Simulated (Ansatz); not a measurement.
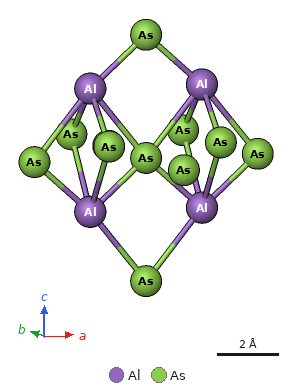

This is the input geometry for a relaxation of a crystal of AlAs$_{2}$ (a generated structure, set up in P-4m2). Style: ball-and-stick. Shown: the atoms within 4.2 Å of the atom that moves most (axes of the cell of the calculation), slightly off an axis.

Computed with DFT PBE, scalar-relativistic, plane waves, PAW in Ansatz.

Input
```yaml
crystal:
  lattice:
    - [3.9154150342, 0.0, 0.0]
    - [0.0, 3.9154150342, 0.0]
    - [0.0, 0.0, 4.1154811494]
  atoms:
    - { symbol: Al, position: [0.0, 0.0, 0.0] }
    - { symbol: As, position: [0.5, 0.0, 0.4205009585] }
    - { symbol: As, position: [0.0, 0.5, 0.5794990415] }
basis:
  ecutwfc: 420
kpoints:
  mp_grid: { grid: [12, 12, 12] }
hamiltonian:
  xc: pbe
scf:
  occupations: { method: gaussian, width: 0.1 }
output:
  forces: true
  stress: true
  eigenvalues: true
  write_density: true
  write_potential: true
  elf: true
  volumetric_format: npy
relax:
  adjacent_minimum: "off"
  f_tol: 0.01
  max_steps: 80
  cell: { stress_tol: 0.05 }
```

Launched with:
```bash
ansatz run input.yaml --threads 1 --pin off --max-ram 2048MiB --backend cpu --events-out ev --progress --plain --runs-dir out
```

> Predict the outcome.

Over 3 accepted moves (4 points after the start) the energy falls by 13.7 meV per atom. The largest force component goes from 0.13 to 0.0087 eV/Å. Pressure: 0.48 GPa at the start and 0.01 GPa at the end. At 1 point the geometry stayed and the basis and grid were re-selected for the new cell (energy shift of less than 0.05 meV per atom at most each time). The largest moves relative to the cell, 0.054 Å, are those of As2 and As3. As2 goes along +c. Al stays in place. Cell: a = b 3.915 → 3.977 Å (+1.6 %), c 4.115 → 3.960 Å (−3.8 %). Volume −0.7 %. Some distances before and after: Al1–As2 3.086 → 2.996 Å, Al1–As2 (another image) 2.613 → 2.629 Å. The space group stays P-4m2 (No. 115). The run took 2.8 min on 1 thread of Arm Neoverse V1 (shared host), peak memory 0.54 GiB.

The structure at the end:

```
Al As
1.0
     3.97723    0.00000    0.00000
     0.00000    3.97723    0.00000
     0.00000    0.00000    3.96033
Al As
1 2
Direct
  0.00000 0.00000 0.00000
  0.50000 0.00000 0.43418
  0.00000 0.50000 0.56582
```

After the run, drawn alike:

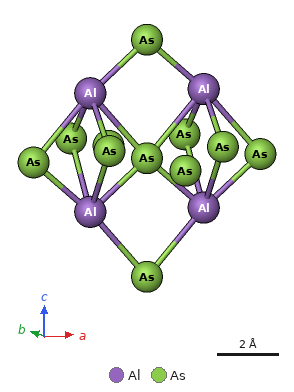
